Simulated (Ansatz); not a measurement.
Here is a crystal structure:

```cif
data_structure
_symmetry_space_group_name_H-M 'P 1'
_symmetry_Int_Tables_number 1
_cell_length_a 4.6969
_cell_length_b 4.6969
_cell_length_c 3.2487
_cell_angle_alpha 90.000
_cell_angle_beta 90.000
_cell_angle_gamma 90.000
_cell_volume 71.67
loop_
_atom_site_label
_atom_site_type_symbol
_atom_site_fract_x
_atom_site_fract_y
_atom_site_fract_z
_atom_site_occupancy
Sn1 Sn 0.50000 0.50000 0.50000 1
Sn2 Sn 0.00000 0.00000 0.00000 1
O1 O 0.19346 0.80654 0.50000 1
O2 O 0.80654 0.19346 0.50000 1
O3 O 0.30654 0.30654 0.00000 1
O4 O 0.69346 0.69346 0.00000 1
```

> Characterise the structure given above.

Chemical formula SnO₂. The lattice is primitive tetragonal and the space group P4_2/mnm (No. 136). Prototype: rutile. In the cell are 2 Sn, 4 O, which makes 2 formula units. The neighbours of Sn are six O in a distorted octahedral arrangement at 2.04 to 2.07 Å. O is coordinated by three Sn at 2.04 to 2.07 Å. The bonds build a three-dimensional framework.

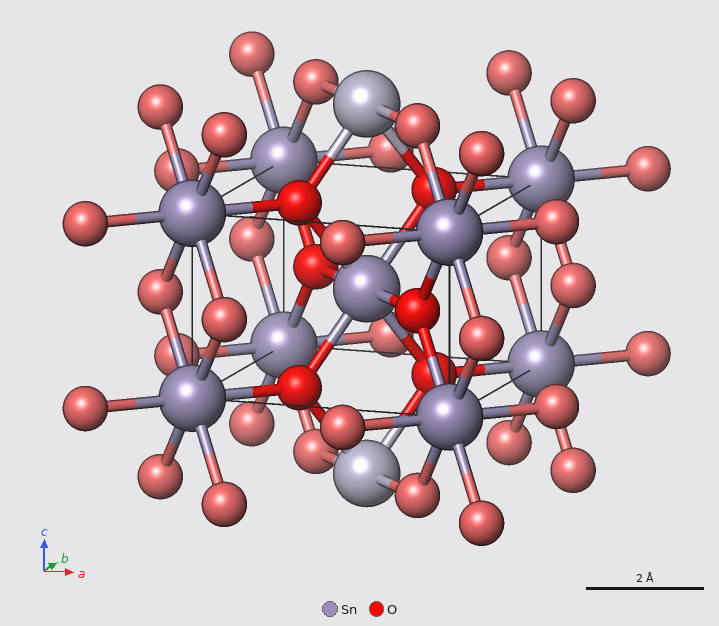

The image is a ball-and-stick drawing of a crystal, viewed slightly off an axis. Lines trace the edges of the conventional unit cell. The bonded neighbours beyond the faces are included, in fainter colours. Colours: tin purple, oxygen red.

The initial geometry was a structure listed in the Materials Project. The cell was then strained or its atoms displaced on purpose. Ansatz was used for an electronic-structure calculation on it.
